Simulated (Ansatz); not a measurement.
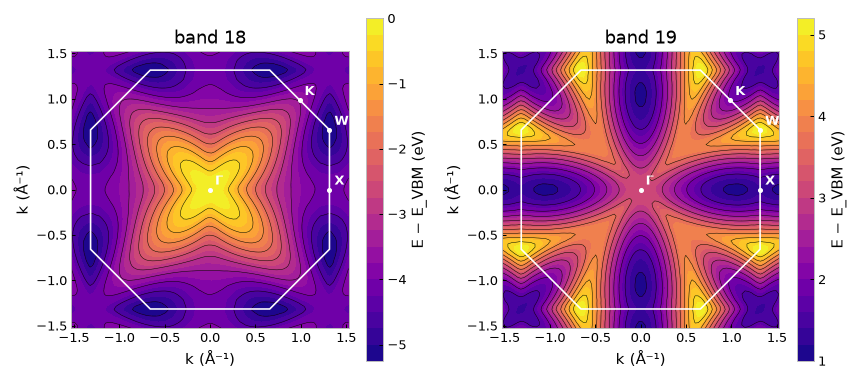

Two bands of BAs (space group F-43m, No. 216) over the plane through Γ, X and W: the highest mostly filled and the lowest mostly empty one.

Method: Ansatz 0.2.0, DFT PBE, spin-orbit coupling, plane waves, PAW; levels and slopes on a dense k mesh at the converged density. Non-magnetic. The levels come from a k mesh of 28×28×28 points. Unrelaxed database geometry.

Q: Give both levels and their distance at the named points.

A:
| point | lower band (eV) | upper band (eV) | distance (eV) |
| --- | --- | --- | --- |
| Γ | 0.00 | 3.08 | 3.08 |
| X | −4.08 | 1.38 | 5.45 |
| W | −5.24 | 5.20 | 10.43 |

Q: Where are the band edges of the whole zone?

A: The valence band has one maximum at Γ, four bands meeting there, with masses of 0.22 and 0.24 mₑ among them, each the same along x, y and z; the conduction band has six equivalent minima on the Γ–X line, principal masses 0.21, 0.21 and 1.10 mₑ (mean of a spin-orbit pair that splits linearly in k, by up to ±0.066 eV Å along the axes). The gap is indirect, 1.12 eV at this level of theory (semilocal functionals give gaps that are too small, and can reorder valleys that lie close).
